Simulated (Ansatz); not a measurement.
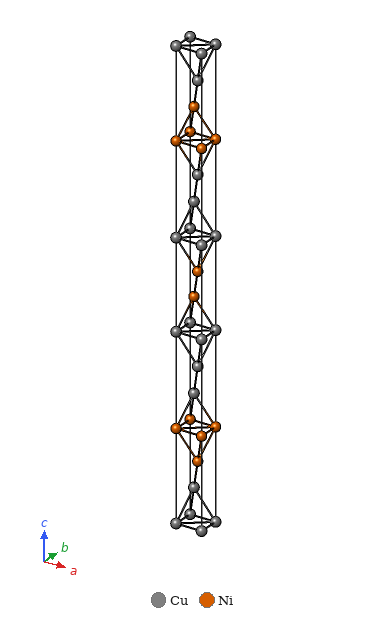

Ball-and-stick representation of a periodic structure, projected slightly off an axis. The lines enclose the conventional unit cell; boundary atoms appear with their images. Cell: a = 2.53 Å, b = 2.53 Å, c = 31.12 Å, α = 90.00°, β = 90.00°, γ = 120.00°.

Origin of the cell: a structure type filled with these elements by a generator (whether the compound takes this form wasn't checked). Earlier steps of the study, as a rule a relaxation of our own, may have changed the cell and positions, so they can lie some per cent off the listed ones. It went into a calculation with Ansatz.

**Give a description of the structure.**

Chemical formula Cu₃Ni₂. It belongs to space group R-3m (No. 166) and has a rhombohedral (trigonal R) lattice. With Z = 3, the cell contains 9 Cu, 6 Ni. The coordination shell of Ni holds nine Ni and three Cu in a cuboctahedral arrangement (about 2.5 Å to Ni, 2.5 Å to Cu). Cu takes two kinds of site: 6c with nine Cu and three Ni in a cuboctahedral arrangement (about 2.5 Å to Cu, 2.5 Å to Ni); 3a with twelve Cu in a cuboctahedral arrangement at about 2.5 Å. The bonds build a three-dimensional framework.

Run with DFT PBE, scalar-relativistic, plane waves, PAW in Ansatz and these settings: plane waves up to 420 eV, k-points about 0.16 Å⁻¹ apart, Gaussian smearing of 0.1 eV, collinear spins.

**Which atoms carry magnetic moments in this run, and how do they order?**

The state reached is ferromagnetic. Sizes: Ni 0.4 μB; net moment 0.8 μB in the run's cell of 5 atoms.

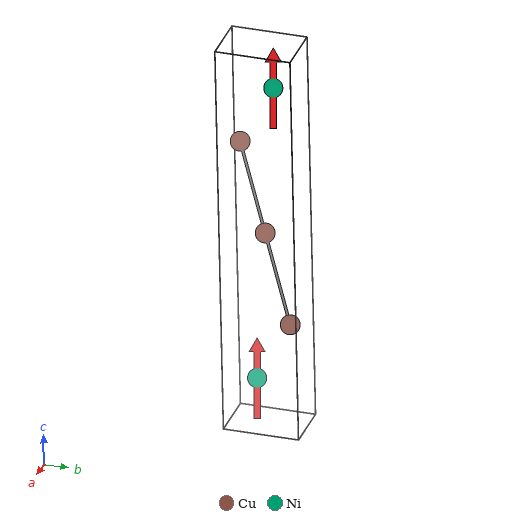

Site moments above 0.25 μB as arrows, small induced ones on non-metal atoms left out (red along the largest or up, blue against, purple across). The run's cell of 5 atoms is drawn in a reduced setting, so axes and origin can differ from the first picture.

**Classify it as metallic or gapped, with the value.**

A metal: bands cross the Fermi level.

**Give the Bader charge of each element.**

Cu +0.01 e; Ni -0.02 e.

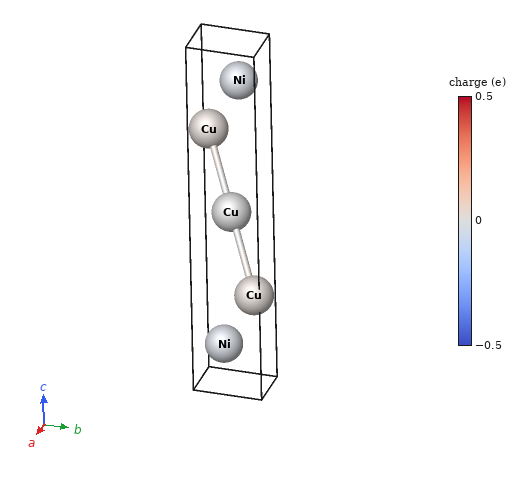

The atoms coloured by those charges. The run's cell of 5 atoms is drawn in a reduced setting, so axes and origin can differ from the first picture.

**Is the structure in equilibrium?**

Yes. All forces vanish to within 0.01 eV/Å. The pressure is 0.0 GPa, close to zero.
